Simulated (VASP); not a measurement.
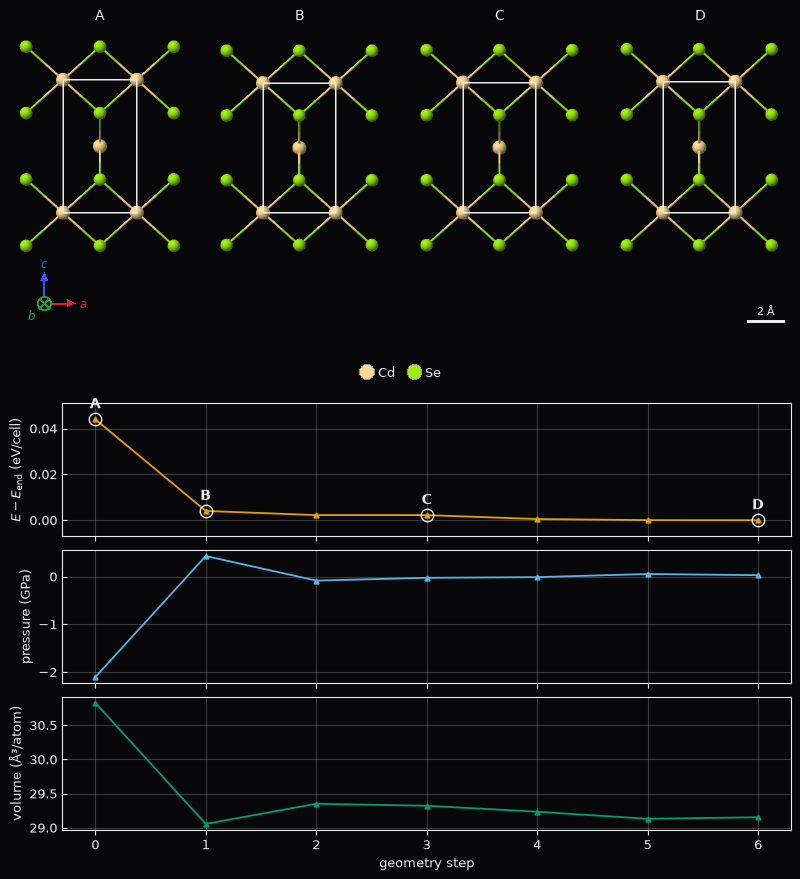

Frames of a relaxation of crystalline CdSe (a generated structure, set up in P4_2/mmc), marked on the history of the run. Style: ball-and-stick. Shown: the cell of the calculation, along the b axis.

The run lets cell and atoms move.

Computed with Kohn-Sham DFT of a periodic cell, PBEsol, VASP PAW PBE potentials, recommended (VASP 6.6.1).

Input file:
```
SYSTEM = CdSe
PREC = Accurate
ENCUT = 600
EDIFF = 1E-6
ISMEAR = 0
SIGMA = 0.05
LREAL = .False.
LASPH = .True.
NELM = 100
ALGO = Normal
ISIF = 3
LWAVE = .False.
LCHARG = .False.
GGA = PS
IBRION = 2
NSW = 60
EDIFFG = -0.01
```

Run as
```bash
cat potpaw_PBE.64/Cd/POTCAR potpaw_PBE.64/Se/POTCAR > POTCAR
mpirun -np 1 vasp_std > vasp.out
```

What happens along the run?

The atoms keep their places relative to the cell (all moves are under 0.005 Å). The volume changes by −5.4 %, with a = b 4.094 → 4.011 Å (−2.0 %), c 7.356 → 7.248 Å (−1.5 %). Among the contacts that change: Cd–Se 2.752 → 2.703 Å. The space group stays P4_2/mmc (No. 131). Over 6 geometry steps the energy falls by 44.0 meV per cell of the calculation. All forces vanish by symmetry, so only the cell relaxes. The pressure goes from −2.10 to 0.03 GPa. From step 0 to 1: volume −5.7 %, energy −40.0 meV per cell of the calculation. From step 1 to 3: volume +0.9 %, energy −1.8 meV per cell of the calculation. From step 3 to 6: volume −0.6 %, energy −2.2 meV per cell of the calculation.
